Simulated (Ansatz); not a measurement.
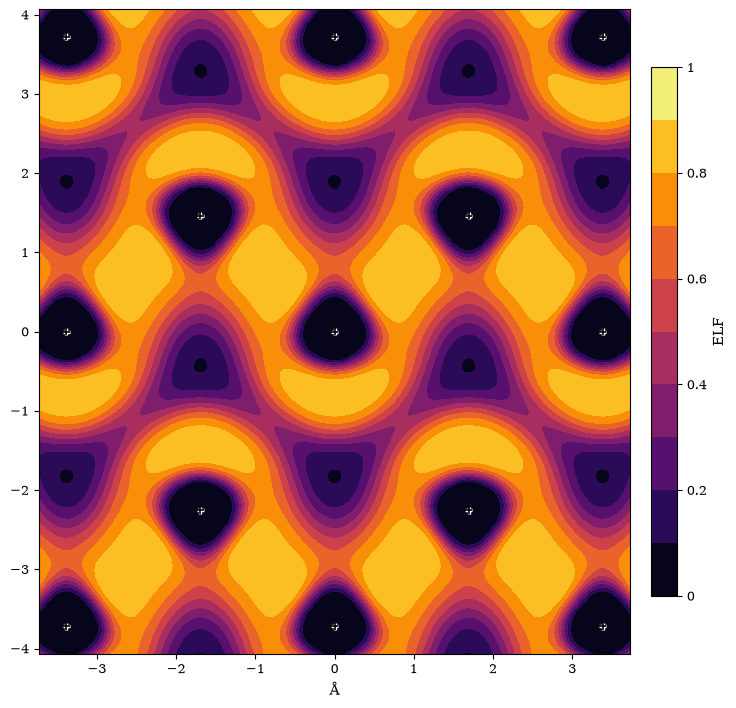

The electron localisation function on a plane through atoms (crosses mark nuclei in the plane).

Method: Ansatz 0.2.0, DFT PBEsol, scalar-relativistic, plane waves, PAW.

Candidates:
A. AlCu, a = 3.00 Å, b = 3.00 Å, c = 3.00 Å, α = 90.00°, β = 90.00°, γ = 90.00°. Space group Pm-3m; a structure from a database of computed crystals, not necessarily the ambient phase; computed pressure about −5 GPa in this cell; computed without spin polarisation.
B. P, a = 3.38 Å, b = 5.03 Å, c = 3.72 Å, α = 90.00°, β = 90.00°, γ = 90.00°. Space group Imma; a structure from a database of computed crystals, not necessarily the ambient phase; not relaxed (largest force 0.4 eV/Å).

**Which candidate gave the map?**

Candidate B: P on the (010) plane of the conventional cell, which holds P. P–P (2.24 Å): the ELF peaks at about 0.90 between the atoms.
